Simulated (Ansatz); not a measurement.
System: MoS₂, space group P6_3/mmc (No. 194).

The given structure:
```yaml
crystal:
  lattice:
    - [3.16100, 0.00000, 0.00000]
    - [-1.58050, 2.73750, 0.00000]
    - [0.00000, 0.00000, 12.29500]
  atoms:
    - { symbol: Mo, position: [0.33333, 0.66667, 0.25000] }
    - { symbol: Mo, position: [0.66667, 0.33333, 0.75000] }
    - { symbol: S, position: [0.33333, 0.66667, 0.62750] }
    - { symbol: S, position: [0.66667, 0.33333, 0.12750] }
    - { symbol: S, position: [0.33333, 0.66667, 0.87250] }
    - { symbol: S, position: [0.66667, 0.33333, 0.37250] }
```

Input of one of the runs behind the figure:
```
crystal:
  lattice:
    - [3.1715033452, 0.0, 0.0]
    - [-1.5857516726, 2.7466024651, 0.0]
    - [0.0, 0.0, 12.3358474762]
  atoms:
    - { symbol: Mo, position: [0.3333333333, 0.6666666667, 0.25] }
    - { symbol: Mo, position: [0.6666666667, 0.3333333333, 0.75] }
    - { symbol: S, position: [0.3333333333, 0.6666666667, 0.6275] }
    - { symbol: S, position: [0.6666666667, 0.3333333333, 0.1275] }
    - { symbol: S, position: [0.3333333333, 0.6666666667, 0.8725] }
    - { symbol: S, position: [0.6666666667, 0.3333333333, 0.3725] }
kpoints:
  mp_grid: { grid: [10, 10, 3] }
scf:
  occupations: { method: fermi_dirac, width: 0.03 }
hamiltonian:
  xc: pbe
  pseudopotentials: { kind: paw }
output:
  forces: true
  stress: true
  eigenvalues: true
  efg: { contact_densities: true }
```

Launched with:
```bash
ansatz run input.yaml --threads 2 --pin off --max-ram 6144MiB --backend cpu --events-out ev --progress --plain --runs-dir out
```

How it was computed, with Ansatz 0.2.0: periodic Kohn-Sham DFT of a crystal at fixed atoms, scaled to the stated factor times the given cell; pressure positive in compression. Level: PBE.

| setting | value |
| --- | --- |
| method | frozen-core PAW |
| relativity | scalar |
| k mesh | 10×10×3 |
| occupations | Fermi–Dirac |
| smearing width | 0.03 eV |
| wave cutoff | 420 eV |
| PAW set | soft_2 |

V(given) is 17.73 Å³/atom.

What does the calculation give for the pressure against V/V(given)? The V/V(given) takes the values 0.94, 0.98, 1.01, 1.04.

The pressure falls from 21.2 GPa at V/V(given) 0.94 to 2.5 GPa at 1.04.

```json
{"V/V(given)": "0.94", "pressure (GPa)": "21.2"}
{"V/V(given)": "0.98", "pressure (GPa)": "12.6"}
{"V/V(given)": "1.01", "pressure (GPa)": "7.2"}
{"V/V(given)": "1.04", "pressure (GPa)": "2.5"}
```

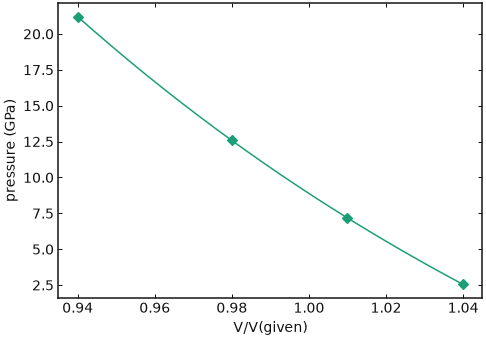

Caveats: field gradient without spin-orbit coupling on heavy atoms; the volumes run don't bracket the minimum of the energy, so any equilibrium value is extrapolated; shape and atomic fractions are frozen while scaling, which makes layered, chain and framework solids too stiff.
